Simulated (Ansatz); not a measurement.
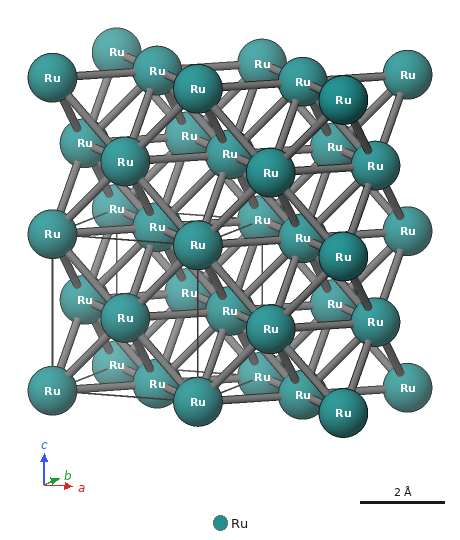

The starting point is a symmetric starting cell of Ru. Style: ball-and-stick. Shown: the conventional cell (4 times the calculation's cell), repeated 2 × 1 × 2 with one cell outlined, slightly off an axis. Lengths and directions refer to the drawn axes.

Theory: Ansatz 0.2.0, DFT r2SCAN, scalar-relativistic, plane waves, PAW. (plane-wave cutoff 500 eV; k-point mesh 18 × 18 × 18; occupations gaussian; smearing width 0.1 eV; no spin polarisation)

The variant: All lengths are scaled by −0.9 % (volume −2.7 %), the atoms keeping their fractional coordinates. No relaxation follows. The starting cell wasn't computed here and needn't be at equilibrium, so pressure and forces aren't due to the change alone.

The input:
```yaml
crystal:
  lattice:
    - [0.0, 1.8974586, 1.8974586]
    - [1.8974586, 0.0, 1.8974586]
    - [1.8974586, 1.8974586, 0.0]
  atoms:
    - { symbol: Ru, position: [0.0, 0.0, 0.0] }
basis:
  ecutwfc: 500
kpoints:
  mp_grid: { grid: [18, 18, 18] }
hamiltonian:
  xc: r2scan
scf:
  occupations: { method: gaussian, width: 0.1 }
output:
  forces: true
  stress: true
  eigenvalues: true
  populations: true
```

Command:
```bash
ansatz run input.yaml --threads 1 --pin off --max-ram 1331MiB --backend cpu --events-out ev --progress --plain --runs-dir out
```

> What does the calculation give for the changed structure?

The pressure is −2.7 GPa (not all of it need come from the change, since the unchanged cell can be under pressure at this level too). All forces vanish by symmetry. Near-neighbour distances before and after: Ru–Ru 2.708 → 2.683 Å. The space group stays Fm-3m (No. 225).
